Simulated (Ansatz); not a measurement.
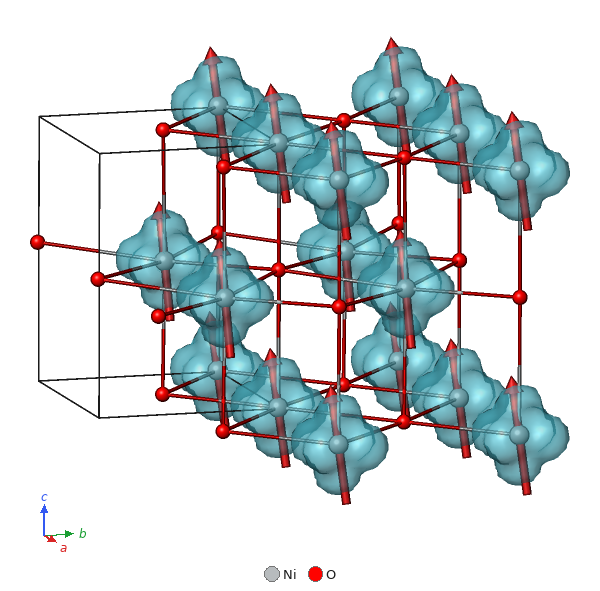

The picture shows: NiO. Isosurface of the size of the magnetisation density at 0.3 e/Å³ (cyan), with the spin moments of the magnetic sites as arrows; seen slightly off an axis.

Space group P1; a generated structure, not necessarily the stable one; not relaxed (largest force 1.6 eV/Å); computed pressure about 9 GPa in this cell; Hubbard U of 7.78 eV on Ni d only.

These are results of Ansatz 0.2.0, DFT, PAW plane waves, PBE+U, spin-orbit, not measurements.

```
Ni O
1.0
    -2.10800    0.01003    2.12996
     2.09590   -0.01972    2.11786
    -0.02975    4.24377   -0.00969
Ni O
2 2
Direct
  0.01185 0.98657 0.00656
  0.46404 0.54044 0.49961
  0.99299 0.99540 0.52401
  0.54099 0.50570 0.00726
```

How are the spin moments arranged, and how large are they?

Spin moments: Ni 1.7 μB. All point the same way (ferromagnetic).
